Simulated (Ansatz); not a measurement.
A series of calculations on ScAl₃

### Vibrations

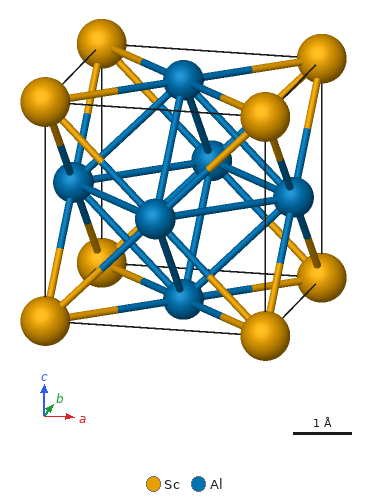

Normal modes of solid ScAl$_{3}$ relaxed at 11 GPa, space group Pm-3m (No. 221), at the zone centre. The picture is a ball-and-stick view of the cell of the calculation, seen slightly off an axis.

Method: DFT PBEsol, scalar-relativistic, plane waves, PAW in Ansatz.

Input
```yaml
crystal:
  lattice:
    - [3.9414167322, 0.0, 0.0]
    - [0.0, 3.9414167322, 0.0]
    - [0.0, 0.0, 3.9414167322]
  atoms:
    - { symbol: Sc, position: [0.0, 0.0, 0.0] }
    - { symbol: Al, position: [0.5, 0.0, 0.5] }
    - { symbol: Al, position: [0.0, 0.5, 0.5] }
    - { symbol: Al, position: [0.5, 0.5, 0.0] }
basis:
  ecutwfc: 420
kpoints:
  mp_grid: { grid: [10, 10, 10] }
hamiltonian:
  xc: pbesol
scf:
  occupations: { method: fermi_dirac, width: 0.15 }
output:
  eigenvalues: true
phonons:
  method: dfpt
  eigenvectors: true
```

Command:
```bash
ansatz run input.yaml --threads 1 --pin off --max-ram 3072MiB --backend cpu --events-out ev --progress --plain --runs-dir out
```

The frequencies depend somewhat on the k-mesh and the smearing.

**Give the spectrum at this point.**

The calculation's cell holds 4 atoms, so there are 9 optical modes, in 3 levels. The optical modes span 2T₁u + T₂u. No level is unstable.

| level | symmetry | frequency (cm⁻¹) | activity |
| --- | --- | --- | --- |
| 1 | T₁u | 282 | infrared-active |
| 2 | T₂u | 299 | silent |
| 3 | T₁u | 391 | infrared-active |

The crystal is a metal, so free carriers screen the infrared response.

The displacement patterns (one member of each degenerate set):

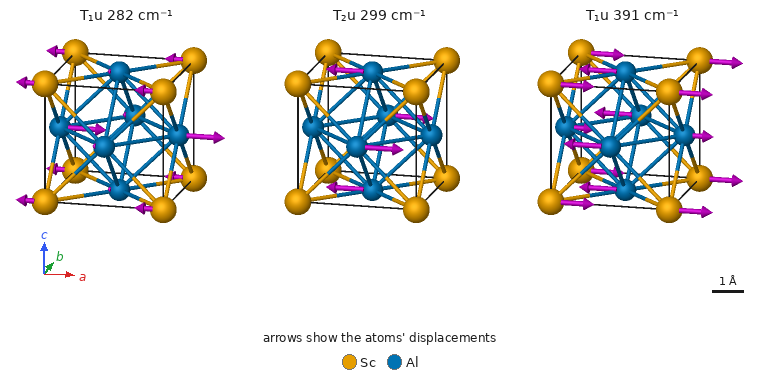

### One mode

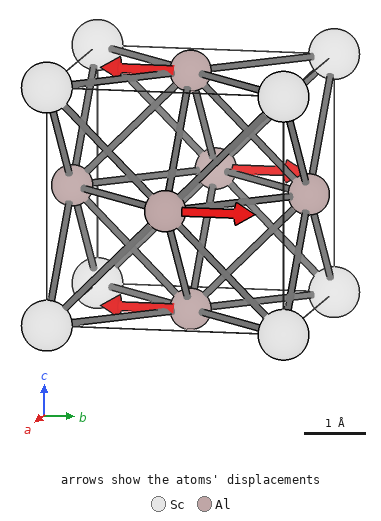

One vibrational mode of solid ScAl3 relaxed at 5 GPa at the zone centre. The red arrows give the relative displacements of the atoms. Style: ball-and-stick. Shown: the cell of the calculation, slightly off an axis.

The calculation used DFT PBEsol, scalar-relativistic, plane waves, PAW (Ansatz 0.2.0).

Input
```yaml
crystal:
  lattice:
    - [4.0067884651, 0.0, 0.0]
    - [0.0, 4.0067884651, 0.0]
    - [0.0, 0.0, 4.0067884651]
  atoms:
    - { symbol: Sc, position: [0.0, 0.0, 0.0] }
    - { symbol: Al, position: [0.5, 0.0, 0.5] }
    - { symbol: Al, position: [0.0, 0.5, 0.5] }
    - { symbol: Al, position: [0.5, 0.5, 0.0] }
basis:
  ecutwfc: 420
kpoints:
  mp_grid: { grid: [10, 10, 10] }
hamiltonian:
  xc: pbesol
scf:
  occupations: { method: fermi_dirac, width: 0.15 }
output:
  eigenvalues: true
phonons:
  method: dfpt
  eigenvectors: true
```

Command:
```bash
ansatz run input.yaml --threads 1 --pin off --max-ram 3072MiB --backend cpu --events-out ev --progress --plain --runs-dir out
```

The frequencies depend somewhat on the k-mesh and the smearing.

> Describe the mode and give its frequency.

This is the T₂u mode (triply degenerate; one member of the set is drawn) at 279 cm⁻¹, optical level 2 of 3, counted from below, silent by symmetry (neither infrared- nor Raman-active). The Sc atoms stay at rest; all motion is along b; atoms of one kind move against one another, with no net shift of their sublattice.

### Softest mode

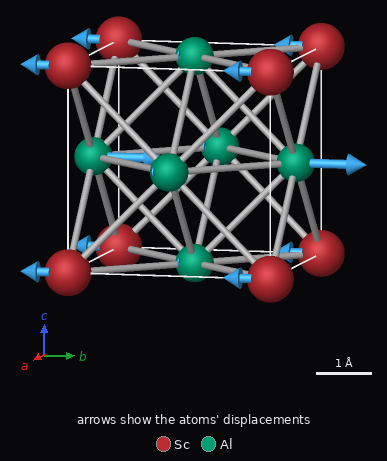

The lowest optical mode of a crystal of ScAl3 relaxed at 22 GPa, space group Pm-3m (No. 221), at the zone centre. The blue arrows give the relative displacements of the atoms. The picture is a ball-and-stick view of the cell of the calculation, seen slightly off an axis.

Theory: DFT PBEsol, scalar-relativistic, plane waves, PAW in Ansatz 0.2.0.

The input:
```yaml
crystal:
  lattice:
    - [3.847278898, 0.0, 0.0]
    - [0.0, 3.847278898, 0.0]
    - [0.0, 0.0, 3.847278898]
  atoms:
    - { symbol: Sc, position: [0.0, 0.0, 0.0] }
    - { symbol: Al, position: [0.5, 0.0, 0.5] }
    - { symbol: Al, position: [0.0, 0.5, 0.5] }
    - { symbol: Al, position: [0.5, 0.5, 0.0] }
basis:
  ecutwfc: 420
kpoints:
  mp_grid: { grid: [12, 12, 12] }
hamiltonian:
  xc: pbesol
scf:
  occupations: { method: fermi_dirac, width: 0.15 }
output:
  eigenvalues: true
phonons:
  method: dfpt
  eigenvectors: true
```

Command:
```bash
ansatz run input.yaml --threads 1 --pin off --max-ram 3072MiB --backend cpu --events-out ev --progress --plain --runs-dir out
```

The frequencies depend somewhat on the k-mesh and the smearing.

Q: Is the structure stable against all modes at this point?

A: Yes: this softest mode has a real frequency, and so have all others here. That speaks for this wave vector alone: the rest of the zone wasn't checked in this run. This is the T₁u mode (triply degenerate; one member of the set is drawn) at 313 cm⁻¹, the lowest optical level, infrared-active by symmetry. All motion is along b; the kinetic energy is shared as Al 68 %, Sc 32 %. The crystal is a metal, so free carriers screen the infrared response.
